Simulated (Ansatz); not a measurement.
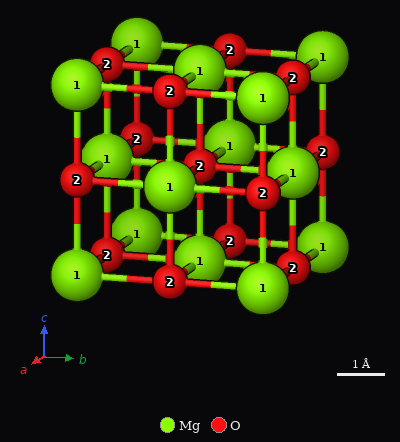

Figure 1. The structure as given in the input (ball-and-stick view of the cell 4 times as large as that of the calculation, set on its symmetry axes, seen slightly off an axis; atoms are numbered from 1 in the order of the input). Near neighbours in the crystal (not all of them lie inside the picture): Mg has 6 O at 2.10 Å; O has 6 Mg at 2.10 Å.

# Run report: MgO, Wannier-function calculation

MgO (2 atoms in the cell), computed with maximally localised Wannier functions of PBE bands, plane waves, PAW, no spin polarisation (Ansatz 0.2.0).

The structure derives from an entry of the Crystallography Open Database. The geometry comes from this level: r2SCAN. It belongs to a series of runs on one base structure; here: anion s p. Figures and captions count atoms from 1; the log counts them from 0 in places.

**The input**
```yaml
crystal:
  lattice:
    - [0.0, 2.1021680256, 2.1021680256]
    - [2.1021680256, 0.0, 2.1021680256]
    - [2.1021680256, 2.1021680256, 0.0]
  atoms:
    - { symbol: Mg, position: [0.0, 0.0, 0.0] }
    - { symbol: O, position: [0.5, 0.5, 0.5] }
kpoints:
  mp_grid: { grid: [8, 8, 8] }
  band_path:
    path:
      - [[0.0, 0.0, 0.0], [0.5, -2.004896356624e-34, 0.5], [0.625, 0.25, 0.625]]
      - [[0.375, 0.375, 0.75], [0.0, 0.0, 0.0], [0.5, 0.5, 0.5], [0.5, 0.25, 0.75], [0.5, -2.004896356624e-34, 0.5]]
    npoints: 10
hamiltonian:
  xc: pbe
scf:
  occupations: { method: fixed }
  n_extra_bands: 6
output:
  forces: false
  stress: false
  eigenvalues: true
  wannier:
    kmesh: [10, 10, 10]
    projections: [{ species: O, l: s, shell: 2 }, { species: O, l: p, shell: 2 }]
    minimise: true
    write_hr: true
    conv_tol: 1.0e-08
    max_iter: 3000
  write_density: true
  write_potential: true
  elf: true
  volumetric_format: npy
```

**File wannier.win**
```
! ansatz wannier90 interface
! projections by site (counted from 0) and shell: 1 2S, 1 2P
! states of the run's bands (counted from 1): 5-8
! their least projectability: 0.9422
num_bands = 4
num_wann  = 4
num_iter  = 2000
conv_tol = 1e-8
conv_window = 5
guiding_centres = true
write_hr = true

begin unit_cell_cart
Ang
                      0.0             2.1021680256             2.1021680256
             2.1021680256                      0.0             2.1021680256
             2.1021680256             2.1021680256                      0.0
end unit_cell_cart

begin atoms_frac
Mg                       0.0                      0.0                      0.0
O                        0.5                      0.5                      0.5
end atoms_frac

mp_grid = 10 10 10
```

Hardware: 4 threads of Arm Neoverse N1, 98 GiB of memory available, shared host.

Command:
```bash
ansatz run input.yaml --threads 4 --pin off --max-ram 3686MiB --backend cpu --events-out ev --progress --plain --runs-dir out
```

**The program's output**
```
scf.n_extra_bands = 6 over 8 filled bands (N_el = 16.0): the run solves 14 bands
Engine: ansatz 0.2.0, aarch64-unknown-linux-gnu
Pseudopotentials: kind: paw
Pseudopotential: Mg, paw, valence charge 10, recommended cutoff 420 eV (normal), Mg.paw.azcp
Pseudopotential: O, paw, valence charge 6, recommended cutoff 420 eV (normal), O.paw.azcp
Functional definition: PBE
  parameter kappa = 0.804
  parameter beta = 0.06672455060314922
  exchange = pbe_x(kappa = kappa, mu = beta*pi^2/3)
  correlation = pbe_c(beta = beta)
Crystal: 2 atoms, lattice volume = 18.579 Å³
Basis set: ecut = 420 eV, 339 PW (Γ)
Bands: 14, of which v1, the nominal top of the filled ones, is band 8 counted from 1 (7 counted from 0)
Symmetry: 48 space group operations
Space group: Fm-3m (ITA 225), of the structure as read, at distance tolerance 2.6e-5 Å
k-points: 29 of 512
Non-local potential: Mg, projectors of the file, l = 0: 3, l = 1: 2, l = 2: 1
Non-local potential: O, projectors of the file, l = 0: 2, l = 1: 2, l = 2: 1
PAW form: soft (Blöchl's): semilocal exchange-correlation on the pseudo side does not see the compensation charge
PAW one-centre angular grid: Mg, 110 points (default); XC on 64 Gauss nodes
PAW one-centre angular grid: O, 110 points (default); XC on 64 Gauss nodes
Initial density: superposition of atomic densities (neutral atoms: chi_scale 0, normalization atom), corrected by the library's trained network
Initial wavefunctions: pseudopotential atomic-orbital guess
Functional: x = pbe(κ = 0.804, μ = 0.2195149727645171), c = pbe(β = 0.06672455060314922)
SCF iter   1: F=—  HF=-2494.127608 eV  |F-HF|=—  |Δ(HF+E_count)|=         —  Δρ=5.64e-4  dr2=6.66e-6  ethr=1.77e-3  ⟨swp⟩=4.6  Hψ=1987  notcnv=0  defer=103
preconditioner: auto → none  [insulator: Δε(μ)=4.795 eV  Ē_g=21.326 eV  n_scr=8 (ndim 8)  ℏωp=24.4 eV  f_vac=0.000  ε∞_Penn≈2.3]
SCF iter   2: F=—  HF=-2494.127664 eV  |F-HF|=—  |Δ(HF+E_count)|=   5.61e-5  Δρ=3.59e-4  dr2=8.69e-6  ethr=4.16e-8  ⟨swp⟩=3.6  Hψ=1084  notcnv=0  defer=113
SCF iter   3: F=—  HF=-2494.127689 eV  |F-HF|=—  |Δ(HF+E_count)|=   2.49e-5  Δρ=1.76e-4  dr2=1.09e-6  ethr=4.16e-8  ⟨swp⟩=2.3  Hψ=506  notcnv=0  defer=114
SCF iter   4: F=—  HF=-2494.127700 eV  |F-HF|=—  |Δ(HF+E_count)|=   1.06e-5  Δρ=7.60e-5  dr2=2.78e-7  ethr=6.84e-9  ⟨swp⟩=2.1  Hψ=481  notcnv=0  defer=114
iter 5 did not close the SCF: its close was put off for the readings that it lacked (scf_convergence_deferred on its scf_iter line)
SCF iter   5: F=-2494.127703 eV  HF=-2494.127703 eV  |F-HF|=2.71e-8  |Δ(HF+E_count)|=   2.70e-6  Δρ=1.75e-5  dr2=2.90e-8  ethr=1.74e-9  ⟨swp⟩=2.1  Hψ=501  notcnv=0  defer=114
SCF iter   6: F=-2494.127703 eV  HF=-2494.127703 eV  |F-HF|=3.65e-10  |Δ(HF+E_count)|=   1.08e-8  Δρ=2.29e-6  dr2=4.91e-10  ethr=1.81e-10  ⟨swp⟩=5.2  Hψ=1881  notcnv=0
SCF 1 converged in 6 iterations: F = -2494.127703 eV  dr2 = 4.91e-10
  greatest PAW one-centre occupation: 1.000 electrons in one spin orbital (limit 2), on the Mg atom at site 0 (counted from 0), in its partial waves of l = 0
```

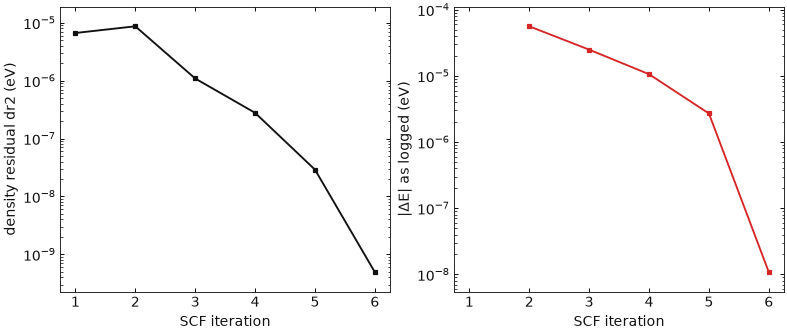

Figure 2. Convergence of the self-consistent field: density residual dr2 and size of the energy change against the SCF iteration. The residual falls almost steadily, with no more than small rises.

```
NSCF: frozen V_eff on 62 k-points
NSCF: frozen V_eff on 50 k-points
the Wannier pass solved 50 of the 1000 points of its mesh, and has the states at the others by symmetry: states obtained by the crystal's operations at points that were solved too leave a residual of 3.08e-13 eV (read by the count's bands and the next), within 4.76e-6 eV
SCF converged after 6 iterations
Free energy (F): -2494.127703 eV
Harris-Foulkes:  -2494.127703 eV  (|F-HF|=3.65e-10)
Internal energy: -2494.127703 eV  (E = F + TS)
E sigma→0 (E₀):  -2494.127703 eV
Fermi energy:    8.203468 eV
--- Per-component energies (eV) ---
  E_band       = -291.379773
  E_kinetic    = 256.011161
  E_local      = -1598.950329  (includes V_loc(G=0)·N_el)
  E_nonlocal   = 142.826891
  E_hartree    = 553.136902
  E_xc         = -105.342858
  E_vxc        = -135.003615  (∫ρ·V_xc dr)
  E_paw        = -450.075940  (= ΣΔE_a)
  E_vpaw       = -62.539471  (= ΣTr[D̂ρ^β])
  E_aug_tail   = 0.002521  (compensation charges beyond the density's cutoff)
  E_ewald      = -1291.736051
  E_smearing   = -0.000000  (= −TS)
  E_closure    = -0.000000  (closes the sum)
  Σ components = -2494.127703   (vs F -2494.127703, Δ=0.00e0)
--- Band table (eV; the first three rows and the last of 29) ---
  k-point 0: bands = ["-64.0735", "-30.7937", "-30.7937", "-30.7937", "-9.0767", "8.2035", "8.2035", "8.2035", "13.0004", "24.0569", "24.0569", "24.0569", "27.9269", "29.7516"]
  k-point 1: bands = ["-64.0722", "-30.8068", "-30.7950", "-30.7950", "-8.9065", "7.2503", "8.0998", "8.0998", "13.9123", "22.3693", "24.4173", "24.4173", "28.8090", "28.8090"]
  k-point 2: bands = ["-64.0690", "-30.8382", "-30.7982", "-30.7982", "-8.4654", "5.5416", "7.8612", "7.8612", "15.3582", "20.8270", "24.9259", "24.9259", "28.4165", "28.4165"]
  k-point 28: bands = ["-64.0616", "-30.8458", "-30.8458", "-30.8253", "-7.4582", "5.2544", "5.2544", "6.4287", "19.9029", "19.9029", "20.4529", "23.8175", "30.2293", "30.2293"]
Wannier search: line search 1 of at most 3000: gauge-dependent spread (as the search counts it) 0.9581442 Å², largest recent change 2.7e-2 Å² and fall left 1.2e-6 Å² against conv_tol 1.0e-8 Å², 0 stops escaped
```

**File rho_z.tsv**
```
# z_ang	rho[e/angstrom^3]
# format = ansatz-planar-average/11
# lattice	0.000000000	2.102168026	2.102168026
# lattice	2.102168026	0.000000000	2.102168026
# lattice	2.102168026	2.102168026	0.000000000
# sites	2
# site	12	0.000000000	0.000000000	0.000000000
# site	8	2.102168026	2.102168026	2.102168026
0.000000	1.764876e0
0.148646	1.591784e0
0.297291	1.175482e0
0.445937	7.425036e-1
0.594583	4.726903e-1
0.743229	4.060222e-1
0.891874	4.865703e-1
1.040520	6.404361e-1
1.189166	8.041561e-1
1.337812	9.250919e-1
1.486457	9.690032e-1
1.635103	9.250919e-1
1.783749	8.041561e-1
1.932394	6.404361e-1
2.081040	4.865703e-1
2.229686	4.060222e-1
2.378332	4.726903e-1
2.526977	7.425036e-1
2.675623	1.175482e0
2.824269	1.591784e0
```

**File v_z.tsv**
```
# z_ang	v_es[eV]	v_tot[eV]
# format = ansatz-planar-average/11
# xc	pbe
# density_cutoff_ev	1680
# datasets	Mg=:simpson_from_first_knot:soft	O=:simpson_from_first_knot:soft
# lattice	0.000000000	2.102168026	2.102168026
# lattice	2.102168026	0.000000000	2.102168026
# lattice	2.102168026	2.102168026	0.000000000
# sites	2
# site	12	0.000000000	0.000000000	0.000000000
# site	8	2.102168026	2.102168026	2.102168026
0.000000	-2.538200e0	-1.221128e1
0.148646	-1.921266e0	-1.163464e1
0.297291	-2.245108e-1	-1.004131e1
0.445937	2.139009e0	-7.829076e0
0.594583	4.508001e0	-5.651271e0
0.743229	5.732268e0	-4.716096e0
0.891874	5.719215e0	-5.151746e0
1.040520	5.166327e0	-6.180478e0
1.189166	4.440704e0	-7.378120e0
1.337812	3.862450e0	-8.297532e0
1.486457	3.645380e0	-8.623033e0
1.635103	3.862450e0	-8.297532e0
1.783749	4.440704e0	-7.378120e0
1.932394	5.166327e0	-6.180478e0
2.081040	5.719215e0	-5.151746e0
2.229686	5.732268e0	-4.716096e0
2.378332	4.508001e0	-5.651271e0
2.526977	2.139009e0	-7.829076e0
2.675623	-2.245108e-1	-1.004131e1
2.824269	-1.921266e0	-1.163464e1
```

**File wannier.spreads.toml**
```
omega_i_ang2 = 2.283428103167381
omega_d_ang2 = 0.00008854214578150238
omega_od_ang2 = 0.4884710844471971
omega_total_ang2 = 2.77198772976036
least_projectability = 0.9422396372539283
b_vectors_match_mmn = true
n_iter = 27
converged = true
rejected_fitted_steps = 0

[[wannier]]
r = [1.9024523672081266, 2.3018827646409212, 2.3018815726282615]
spread = 0.692996726070934

[[wannier]]
r = [2.3018821431900816, 1.9024540556923355, 2.3018836150073785]
spread = 0.6929969547674002

[[wannier]]
r = [2.30188304565102, 2.3018824224904653, 1.9024537804429578]
spread = 0.6929969707141748

[[wannier]]
r = [1.9024545471570302, 1.9024528577531965, 1.9024531334301167]
spread = 0.6929970782085633

[[curvature_check]]
after_line_search = 7
omega_tilde_before_ang2 = 0.9581405678116265
krylov_steps = 45
lowest_ritz_value_ang2 = -1.2438450738805986
residual_ang2 = 3.031529427445736e-17
settled = true
first_negative_step = 3
curvature_along_ang2 = -0.371546018373227
angle_rad = 1.5707963267948968
omega_tilde_after_ang2 = 0.5554682436681236
outcome = "escaped"

[[curvature_check]]
after_line_search = 27
omega_tilde_before_ang2 = 0.48855962659297864
krylov_steps = 36
lowest_ritz_value_ang2 = 0.003911821020545244
residual_ang2 = 7.144839548608935e-12
settled = true
outcome = "no-negative-curvature"
```

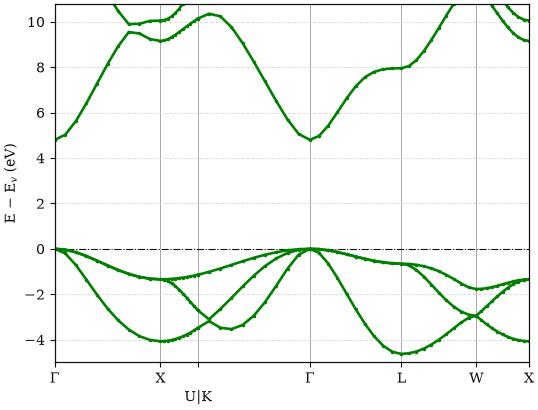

Figure 3. Band structure along Γ–X–U|K–Γ–L–W–X, with energies from the valence-band top. There is a gap of 4.80 eV on this path, direct, at Γ.

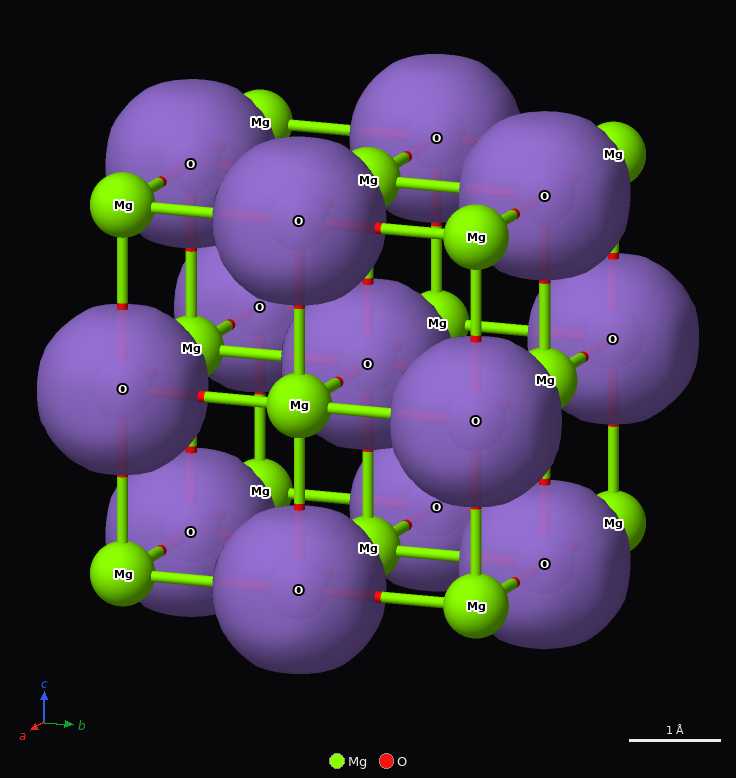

Figure 4. Isosurface of the electron localisation function at 0.65 (purple), seen slightly off an axis. Only the valence region is drawn (cores and ρ < 0.01 e/Å³ removed). Sticks mark near contacts. The outline is the cell set on symmetry axes. Along the contacts the grid gives the following. Mg–O (2.10 Å): the ELF is about 0.35 at the midpoint, which marks two separate closed shells. In a PAW calculation such maps are meaningful between the atoms, not at the nuclei.

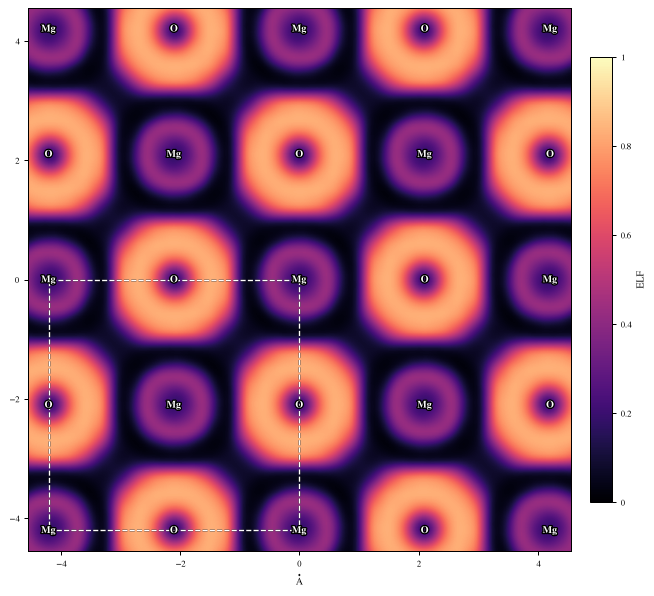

Figure 5. Electron localisation function on the (100) plane of the conventional cell. The section cuts through Mg and O sites. Mg–O (2.10 Å): the ELF is about 0.35 at the midpoint, as expected for two separate closed shells.

**Results in brief**

- outcome: converged
- space group (tolerance 0.01 Å): Fm-3m (225)
- electrons treated: 16
- free energy: −2494.1277 eV
- total spread of the Wannier functions: 2.772 Å²
- Fermi energy: 8.203 eV
- gap on the k-point mesh: 4.80 eV
- wall time: 2.6 s (CPU time 6.9 s)
- peak memory: 0.3 GiB
